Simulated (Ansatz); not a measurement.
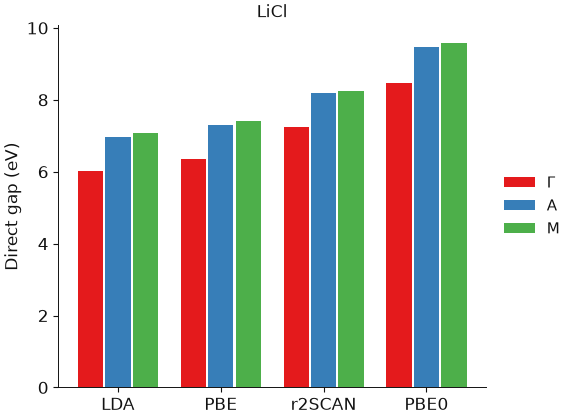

Direct gap at each named k point, by several methods on one cell of NiAs-type LiCl, space group P6_3/mmc (No. 194), 4 atoms in the cell, relaxed with r2SCAN; a = 3.575 Å, c = 6.024 Å (hexagonal axes). All runs are without spin-orbit coupling and carry no moments.

| method | program | Γ (eV) | A (eV) | M (eV) |
| --- | --- | --- | --- | --- |
| LDA | Ansatz | 6.01 | 6.96 | 7.07 |
| PBE | Ansatz | 6.35 | 7.30 | 7.42 |
| r2SCAN | Ansatz | 7.25 | 8.18 | 8.25 |
| PBE0 | Ansatz | 8.47 | 9.47 | 9.59 |

Estimate the HSE06 values. It was run as: HSE06, Ansatz PAW set, 6×6×4 k mesh, 420 eV cutoff, fixed occupations (Ansatz 0.2.0).

Answer. HSE06 screens off the long-range part of PBE0's exact exchange, so it lies between PBE and PBE0, here 0.72 eV under PBE0 at Γ. HSE06 gives 7.75 eV at Γ, 8.73 eV at A and 8.85 eV at M, which is +1.40 eV from PBE at Γ.

Does HSE06 open these direct gaps by one amount over PBE?

Answer. The shifts are +1.40 eV at Γ, +1.43 eV at A and +1.43 eV at M, and at points that aren't plotted +1.47 eV (L), +1.55 eV (K) and +1.46 eV (H): over the named points that both runs hold, a spread of 0.15 eV on a mean of 1.46 eV, so one shift describes them well.

How do the methods rank at Γ?

Answer. From low to high: LDA 6.01, PBE 6.35, r2SCAN 7.25, HSE06 7.75, PBE0 8.47 eV.

Settings. LDA: Ansatz PAW set, 12×12×4 k mesh, 420 eV cutoff, fixed occupations (Ansatz 0.2.0). PBE: Ansatz PAW set, 12×12×4 k mesh, 420 eV cutoff, Fermi-Dirac smearing of 0.02 eV (Ansatz 0.2.0). r2SCAN: Ansatz PAW set, 12×12×4 k mesh, 500 eV cutoff, fixed occupations (Ansatz). PBE0: Ansatz PAW set, 6×6×4 k mesh, 420 eV cutoff, fixed occupations (Ansatz 0.2.0).

These are five of the 8 methods that were run on this cell. The usual form of LiCl is rocksalt. LDA, r2SCAN, HSE06 and PBE0: the PAW data sets were made with another functional. LDA, GGA and most meta-GGA functionals understate gaps.
